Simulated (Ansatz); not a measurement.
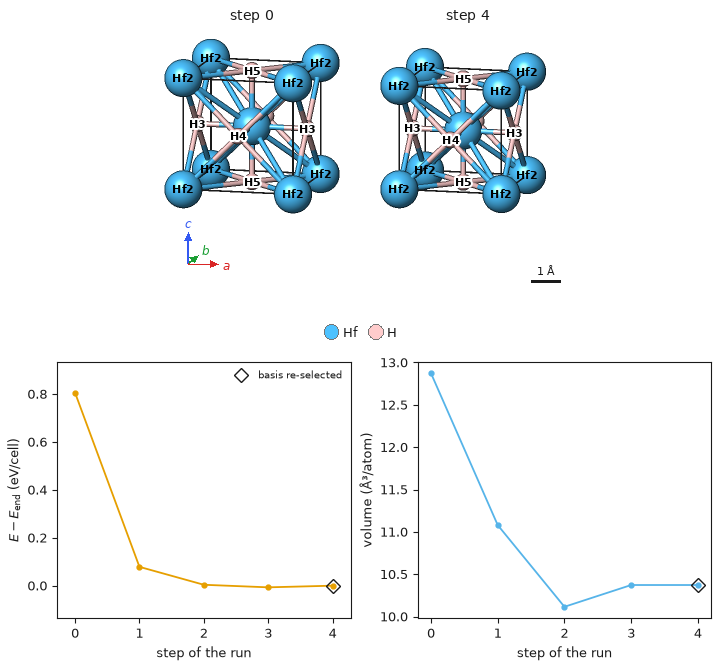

First and last geometry of a relaxation of crystalline Hf2H3 (a generated structure, set up in Pm-3m) (coarse preliminary run), with the history of the run. The picture is a ball-and-stick view of the cell of the calculation, seen slightly off an axis.

Method: DFT PBE, scalar-relativistic, plane waves, PAW (Ansatz). (plane-wave cutoff 420 eV; k-point mesh 4 × 4 × 4; occupations gaussian; smearing width 0.1 eV; no spin polarisation; cell and atoms relaxed; force threshold 0.04 eV/Å; at most 70 steps)

Q: Did the run converge, and what did it change?

A: It converged. No atom moves by more than 0.005 Å relative to the cell. The drawn cell changes as follows: a = b = c 4.008 → 3.729 Å (−6.9 %); the volume changes by −19.4 %. Some distances before and after: Hf–Hf 3.471 → 3.230 Å, H–Hf 2.834 → 2.637 Å, H–Hf 2.004 → 1.865 Å. The space group stays Pm-3m (No. 221). The energy falls by 0.805 eV per cell of the calculation in 3 accepted moves (4 points after the start). All forces vanish by symmetry, so only the cell relaxes. Pressure: −17.27 GPa at the start and −0.16 GPa at the end. At 1 point the geometry stayed and the basis and grid were re-selected for the new cell (energy shift of 6.9 meV per cell of the calculation at most each time).

Limits of the set-up: the k-point mesh is coarse for a cell with partly filled bands.
